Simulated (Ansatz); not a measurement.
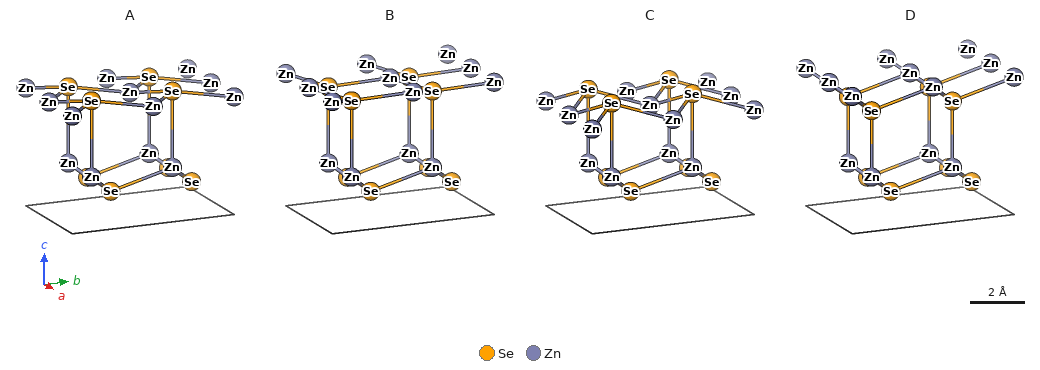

4 geometries from one constrained relaxation of a slab of composition ZnSe (cut from the F-43m phase), in shuffled order. Style: ball-and-stick. Shown: the cell of the calculation, outlined in the plane, without the vacuum (origin shifted), slightly off an axis.

Case: clean slab, lower planes held. The slab is the (1 1 1) face of ZnSe. 8 atoms are held fixed.

The calculation used Ansatz 0.2.0, DFT PBE, scalar-relativistic, plane waves, PAW. Settings: plane-wave cutoff 420 eV; k-point mesh 2 × 2 × 1; occupations gaussian; smearing width 0.05 eV; no spin polarisation; dipole correction; atoms relaxed in a fixed cell; force threshold 0.03 eV/Å; at most 70 steps.

Put them in the order of the run, from the start to the converged end.

D, B, A, C. They are steps 0, 4, 8, 13, at +1.640 eV per cell of the calculation, +0.554 eV per cell of the calculation, +0.343 eV per cell of the calculation relative to the last. After 13 geometry steps the energy has fallen by 1.640 eV per cell of the calculation. The largest force component goes from 1.5 to 0.00086 eV/Å. The forces were under the threshold at step 5, but the run went on from there. The largest moves, 1.22 Å, are those of Zn atoms. By element the largest moves are Zn 1.22 Å, Se 0.28 Å. The lattice vectors keep their values. Some distances before and after: Se–Zn 2.482 → 2.761 Å, Se–Zn 2.482 → 2.435 Å. Among the angles between lasting bonds that change: Zn–Se–Zn 109.5° → 73.9°, Zn–Se–Zn 109.5° → 112.7°, Se–Zn–Se 109.5° → 112.7°. Cost: 54 s on 4 threads of Intel(R) Xeon(R) 6975P-C (Granite Rapids), with other jobs on the host, peak memory 2 GiB.
